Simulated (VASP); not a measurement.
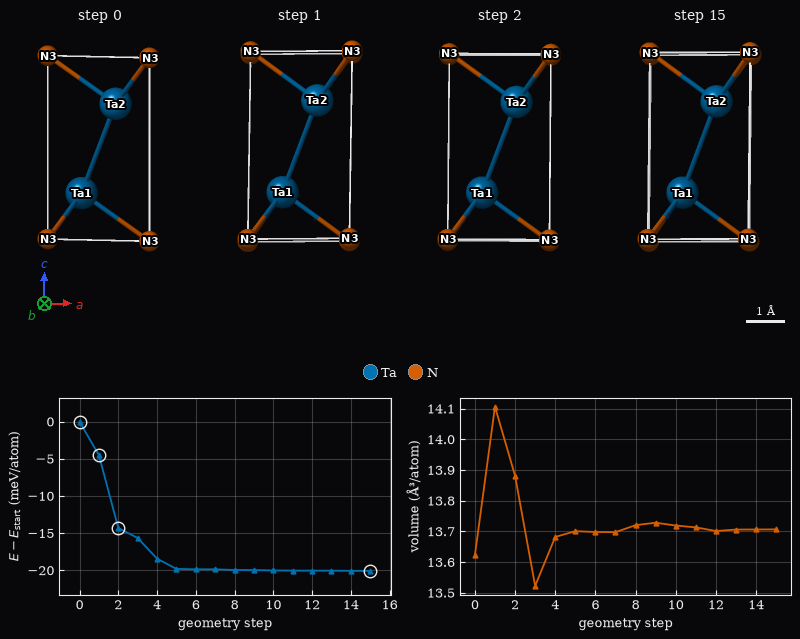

Frames of a relaxation of crystalline Ta$_{2}$N (set up in P-1), marked on the history of the run. The picture is a ball-and-stick view of the cell of the calculation, seen along the b axis.

The run lets cell and atoms move, from a strained start.

Computed with Kohn-Sham DFT of a periodic cell, PBE with D4, DFT+U, VASP PAW PBE potentials, recommended, release 54 (VASP 6.6.1).

Input file:
```
SYSTEM = Ta2N
ALGO = Fast
EDIFF = 1E-6
EDIFFG = -0.01
ENCUT = 600
GGA = PE
IBRION = 2
ISIF = 3
ISMEAR = 0
IVDW = 13
LASPH = .True.
LCHARG = .False.
LDAU = .True.
LDAUJ = 1 0
LDAUL = 2 -1
LDAUPRINT = 1
LDAUTYPE = 1
LDAUU = 3.5 0
LMAXMIX = 4
LREAL = .False.
LWAVE = .False.
NELM = 100
NSW = 40
PREC = Accurate
SIGMA = 0.05
```

Run as
```bash
cat potpaw_PBE.54/Ta_pv/POTCAR potpaw_PBE.54/N/POTCAR > POTCAR
mpirun -np 1 vasp_std > vasp.out
```

> What happens along the run?

The energy falls by 20.1 meV per atom in 15 geometry steps. Largest force component: 0.38 eV/Å at the start, 0.0025 eV/Å at the end. The pressure goes from 2.93 to 0.01 GPa. The largest moves relative to the cell, 0.017 Å, are those of Ta1 and Ta2. Ta2 goes along −c. N stays in place. Cell: a 3.146 → 3.097 Å (−1.6 %), b 3.107 → 3.097 Å (−0.3 %), c 4.875 → 4.953 Å (+1.6 %), α 87.4° → 89.9°, β 92.3° → 90.0°, γ 120.8° → 120.0°. Volume +0.6 %. Among the contacts that change: Ta1–Ta2 3.014 → 3.119 Å, Ta1–Ta2 (another image) 3.035 → 3.119 Å, Ta1–Ta2 (another image) 2.929 → 2.989 Å, Ta1–N3 2.146 → 2.198 Å. Bond angles that change, for instance: Ta1–N3–Ta2 87.6° → 90.4°, Ta1–N3–Ta1 92.4° → 89.6°. The space group (tolerance 0.01 Å) goes from P-1 (No. 2) to P-3m1 (No. 164). From step 0 to 1: Ta atoms move most (0.02 Å), volume +3.6 %, energy −4.5 meV per atom. From step 1 to 2: volume −1.6 %, energy −9.8 meV per atom. From step 2 to 15: volume −1.3 %, energy −5.8 meV per atom.

```
step  E − E(0), meV/atom  largest force component, eV/Å  pressure, GPa  volume, Å³/atom
   0                0.00                         0.3783           2.93           13.622
   1               -4.51                         0.1975          -7.39           14.106
   2              -14.30                         0.0440          -3.16           13.882
   3              -15.65                         0.1574           3.99           13.523
   4              -18.42                         0.0716           0.64           13.682
   5              -19.80                         0.0449           0.13           13.701
   6              -19.86                         0.0503           0.14           13.698
   7              -19.86                         0.0515           0.17           13.698
   8              -19.95                         0.0312          -0.24           13.720
   9              -19.95                         0.0256          -0.42           13.728
  10              -20.01                         0.0206          -0.21           13.719
  11              -20.03                         0.0293          -0.08           13.713
  12              -20.04                         0.0466           0.15           13.701
  13              -20.04                         0.0394           0.06           13.706
  14              -20.06                         0.0221           0.04           13.706
  15              -20.08                         0.0025           0.01           13.707
```
